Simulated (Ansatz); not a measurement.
# A series of single points on Ge

System: Ge (Cmmm, 1 atom in the cell).
Method: DFT PBE, scalar-relativistic, plane waves, PAW, no spin polarisation (Ansatz 0.2.0).

The 5 runs differ only in the geometry, by a strain of the cell at fixed fractional positions. Against run 3, the strain is εxx = η and εyy = η. The structure derives from a Materials Project entry.

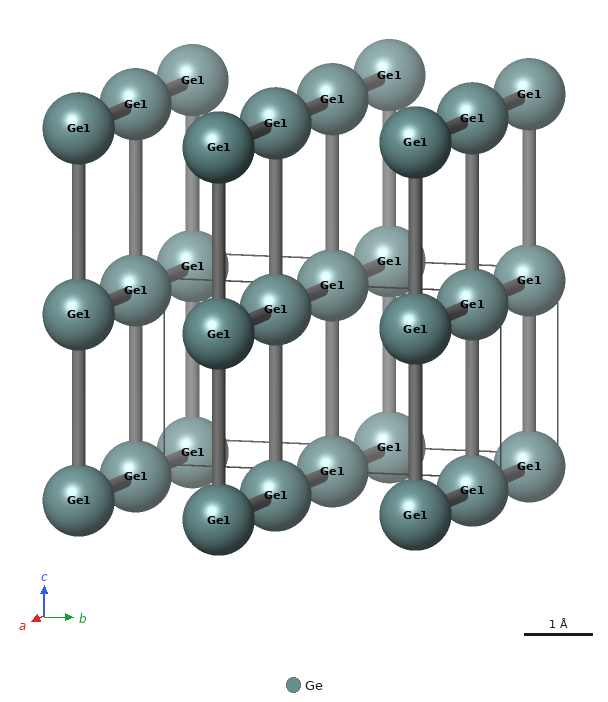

Figure 1. The structure of run 3 (ball-and-stick view of the cell 2 times as large as that of the calculation, set on its symmetry axes, repeated 3 × 1 × 2, seen slightly off an axis; atoms are numbered from 1 in the order of the input).

## Input of run 3
```yaml
crystal:
  lattice:
    - [1.397149, -2.600516, 0.0]
    - [1.397149, 2.600516, 0.0]
    - [0.0, 0.0, 2.765686775]
  atoms:
    - { symbol: Ge, position: [0.5, 0.5, 0.0] }
basis:
  ecutwfc: 420
kpoints:
  mp_grid: { grid: [20, 20, 18] }
hamiltonian:
  xc: pbe
scf:
  occupations: { method: gaussian, width: 0.15 }
output:
  forces: true
  stress: true
  eigenvalues: true
```

Command:
```bash
ansatz run input.yaml --threads 1 --pin off --max-ram 2560MiB --backend cpu --events-out ev --progress --plain --runs-dir out
```

Lattice vectors (Å) and fractional positions of run 3:
```
   1.397149   -2.600516    0.000000
   1.397149    2.600516    0.000000
   0.000000    0.000000    2.765687
Ge  0.500000  0.500000  0.000000
```

Run 2 differs from it as follows:
```diff
-    - [1.397149, -2.600516, 0.0]
-    - [1.397149, 2.600516, 0.0]
+    - [1.362220275, -2.5355031, 0.0]
+    - [1.362220275, 2.5355031, 0.0]
```

## Results, with one run withheld

| run | strain parameter η (%) | free energy per atom, from the lowest run given (meV) | pressure (GPa) |
| --- | --- | --- | --- |
| 1 | −5.0000 | 54.41 | 6.18 |
| 2 | −2.5000 | ? | ? |
| 3 | 0.0000 | 0.00 | −2.03 |
| 4 | 2.5000 | 17.53 | −4.60 |
| 5 | 5.0000 | 57.45 | −6.45 |

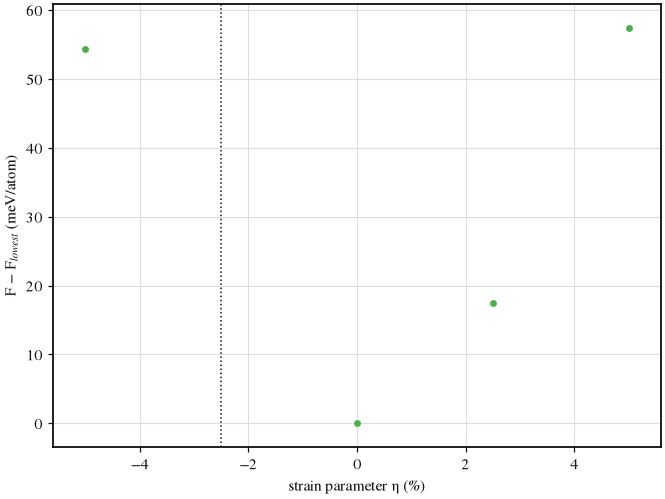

Figure 2. Free energy per atom of the runs given; the dotted line marks run 2.

Fit the runs given and predict run 2.

A quadratic polynomial in the coordinate, fitted to the 4 runs given, misses them by at most 1.62 meV per atom. With x = η − 0.6250, it reads F = 2.3151 + 3.1309 x + 2.1967 x² (meV per atom). At run 2 it gives 13.98 meV per atom, and the run itself gives 9.86. The fit has its minimum at η = −0.0876 %. So low a polynomial doesn't follow these energies more closely.

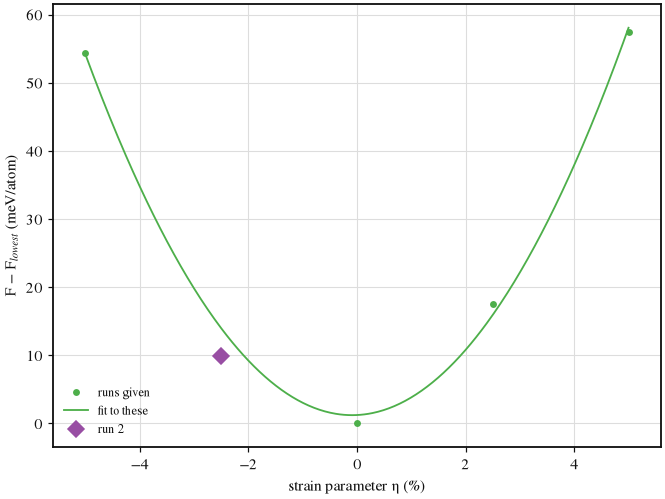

Figure 3. The fit and the withheld run.

## Output, shortened to warnings, some set-up lines, iterations and results (run 2)
```
Basis set: ecut = 420 eV, 389 PW (Γ), exchange–correlation on 40×40×40 points (8 copies of the dense FFT grid, shifted against one another)
Symmetry: 8 space group operations
k-points: 1110 of 7200
Initial density: superposition of atomic densities (neutral atoms: chi_scale 0, normalization atom), corrected by the library's trained network
[...]
SCF iter   1: F=—  HF=-4294.719451 eV  |F-HF|=—  |Δ(HF+E_count)|=         —  Δρ=8.92e-4  dr2=9.57e-5  ethr=1.77e-3  ⟨swp⟩=5.0  Hψ=67911  notcnv=0
SCF iter   2: F=—  HF=-4294.719309 eV  |F-HF|=—  |Δ(HF+E_count)|=   1.43e-4  Δρ=6.48e-4  dr2=4.89e-5  ethr=6.83e-7  ⟨swp⟩=2.3  Hψ=27544  notcnv=0
SCF iter   3: F=—  HF=-4294.719333 eV  |F-HF|=—  |Δ(HF+E_count)|=   2.41e-5  Δρ=1.80e-4  dr2=4.41e-6  ethr=3.49e-7  ⟨swp⟩=2.0  Hψ=19857  notcnv=0
SCF iter   4: F=—  HF=-4294.719331 eV  |F-HF|=—  |Δ(HF+E_count)|=   1.38e-6  Δρ=6.73e-5  dr2=5.22e-7  ethr=3.15e-8  ⟨swp⟩=2.0  Hψ=19765  notcnv=0
SCF iter   5: F=-4294.719331 eV  HF=-4294.719331 eV  |F-HF|=3.18e-8  |Δ(HF+E_count)|=   4.31e-7  Δρ=2.05e-5  dr2=3.95e-8  ethr=3.73e-9  ⟨swp⟩=2.0  Hψ=18842  notcnv=0
SCF iter   6: F=-4294.719331 eV  HF=-4294.719331 eV  |F-HF|=3.53e-9  |Δ(HF+E_count)|=   4.66e-9  Δρ=3.52e-6  dr2=1.59e-9  ethr=2.82e-10  ⟨swp⟩=2.3  Hψ=42344  notcnv=0
SCF 1 converged in 6 iterations: F = -4294.719331 eV  dr2 = 1.59e-9
SCF converged after 6 iterations
Free energy (F): -4294.719331 eV
Harris-Foulkes:  -4294.719331 eV  (|F-HF|=3.53e-9)
Internal energy: -4294.714610 eV  (E = F + TS)
E sigma→0 (E₀):  -4294.716970 eV
Entropy (-TS):   -0.004721 eV (-4.721 meV/atom)
Fermi energy:    10.751930 eV
--- Per-component energies (eV) ---
  E_band       = -116.929039
  E_kinetic    = 110.578423
  E_local      = -2170.391193  (includes V_loc(G=0)·N_el)
  E_nonlocal   = 416.058615
  E_hartree    = 949.775942
  E_xc         = -75.619722
  E_vxc        = -64.603051  (∫ρ·V_xc dr)
  E_paw        = -2017.276011  (= ΣΔE_a)
  E_vpaw       = -308.126334  (= ΣTr[D̂ρ^β])
  E_aug_tail   = 0.000300  (compensation charges beyond the density's cutoff)
  E_ewald      = -1507.840963
  E_smearing   = -0.004721  (= −TS)
  E_closure    = -0.000000  (closes the sum)
  Σ components = -4294.719331   (vs F -4294.719331, Δ=0.00e0)
--- Forces (eV/Å), atoms counted from 1 ---
  atom   1  Ge    -0.00000000     0.00000000     0.00000000
  max |Σ_I F_I| component: 6.31e-30 eV/Å
--- Stress (GPa, compression-positive) ---
        5.550440       0.000000       0.000000
        0.000000       2.819788       0.000000
        0.000000       0.000000      -4.026798
  P = ⅓ Tr σ = 1.4478 GPa (14.478 kbar)
```
